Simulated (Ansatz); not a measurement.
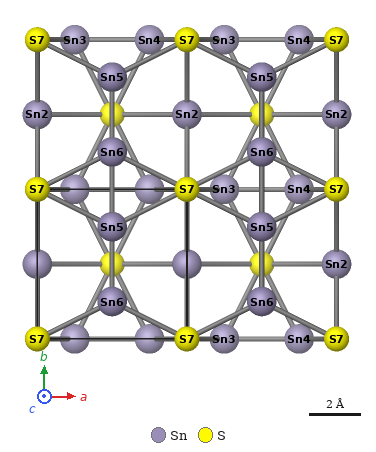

Solid Sn₃S (built on the A15_223 type), before the relaxation. The picture is a ball-and-stick view of the cell of the calculation, repeated 2 × 2 × 1 with one cell outlined, seen along the c axis.

Case: A15 type (Pm-3n, No. 223).

Theory: Ansatz, DFT PBE, scalar-relativistic, plane waves, PAW.

Input file:
```yaml
crystal:
  lattice:
    - [5.8824531997, 0.0, 0.0]
    - [0.0, 5.8824531997, 0.0]
    - [0.0, 0.0, 5.8824531997]
  atoms:
    - { symbol: Sn, position: [0.0, 0.5, 0.25] }
    - { symbol: Sn, position: [0.0, 0.5, 0.75] }
    - { symbol: Sn, position: [0.25, 0.0, 0.5] }
    - { symbol: Sn, position: [0.75, 0.0, 0.5] }
    - { symbol: Sn, position: [0.5, 0.75, 0.0] }
    - { symbol: Sn, position: [0.5, 0.25, 0.0] }
    - { symbol: S, position: [0.0, 0.0, 0.0] }
    - { symbol: S, position: [0.5, 0.5, 0.5] }
basis:
  ecutwfc: 420
kpoints:
  mp_grid: { grid: [6, 6, 6] }
hamiltonian:
  xc: pbe
scf:
  occupations: { method: gaussian, width: 0.1 }
output:
  forces: true
  stress: true
  eigenvalues: true
relax:
  adjacent_minimum: "off"
  f_tol: 0.01
  max_steps: 80
  cell: { stress_tol: 0.05 }
```

Command:
```bash
ansatz run input.yaml --threads 1 --pin off --max-ram 2560MiB --backend cpu --events-out ev --progress --plain --runs-dir out
```

### Where does the relaxation end?

Over 2 accepted moves (3 points after the start) the energy falls by 13.4 meV per cell of the calculation. All forces vanish by symmetry, so only the cell relaxes. Pressure: 1.04 GPa at the start and −0.01 GPa at the end. The SCF was repeated once at an unchanged geometry on a basis and grid sized afresh for the cell, which shifted the energy by 0.7 meV per cell of the calculation at most. The atoms keep their places relative to the cell (all moves are under 0.005 Å). The volume changes by +2.1 %, with a = b = c 5.882 → 5.923 Å (+0.7 %). Some distances before and after: Sn1–S7 3.288 → 3.311 Å, Sn1–Sn2 2.941 → 2.962 Å. The space group stays Pm-3n (No. 223).

Step by step:

```tsv
step	E − E(0), meV/atom	pressure, GPa	volume, Å³/atom	note
0	0.00	1.04	25.444	
1	-1.32	-0.37	26.173	
2	-1.58	-0.01	25.979	
3	-1.67	-0.01	25.979	same geometry, new basis
```

The structure at the end:

```xyz
8
Lattice="5.9234 0.0000 0.0000 0.0000 5.9234 0.0000 0.0000 0.0000 5.9234" Properties=species:S:1:pos:R:3 pbc="T T T"
Sn    0.0000    2.9617    1.4809
Sn    0.0000    2.9617    4.4426
Sn    1.4809    0.0000    2.9617
Sn    4.4426    0.0000    2.9617
Sn    2.9617    4.4426    0.0000
Sn    2.9617    1.4809    0.0000
S     0.0000    0.0000    0.0000
S     2.9617    2.9617    2.9617
```
